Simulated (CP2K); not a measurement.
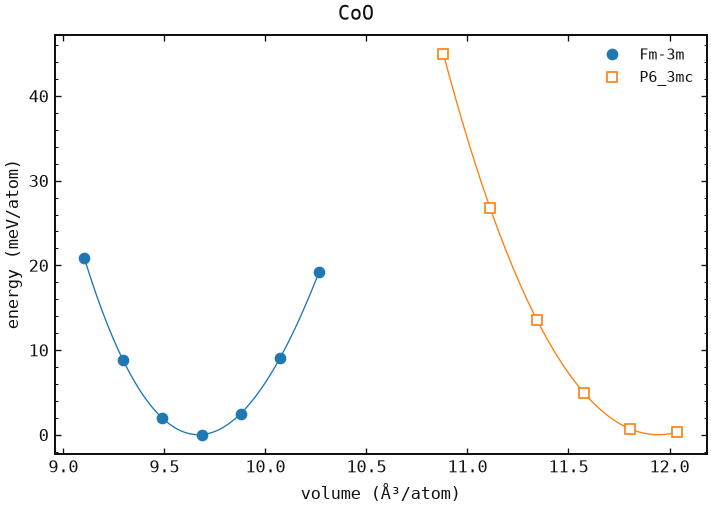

Plotted: energy against volume, with one curve for each structure, for CoO. Each energy curve has its own zero, so the curves don't rank the structures.

Calculation (CP2K 2026.2): DFT in Gaussian orbitals with a plane-wave density, collinear spins; energies at scaled volumes of the given cell, shape and fractions fixed, counted from the fit's minimum, third-order Birch-Murnaghan fit. Level: PBE, collinear spin.

occupations Fermi–Dirac; smearing width 0.05 eV; potentials GTH PBE with UZH TZVP basis; density cutoff 11560 eV.

Settings that differ: Fm-3m: k mesh 11×11×11; P6_3mc: k mesh 10×10×5.

Order the curves by fitted equilibrium volume, smallest first.

Answer. Fm-3m 9.669, P6_3mc 11.944 Å³/atom.

Order the curves by fitted bulk modulus, smallest first.

Answer. P6_3mc 134.4, Fm-3m 184.0 GPa.
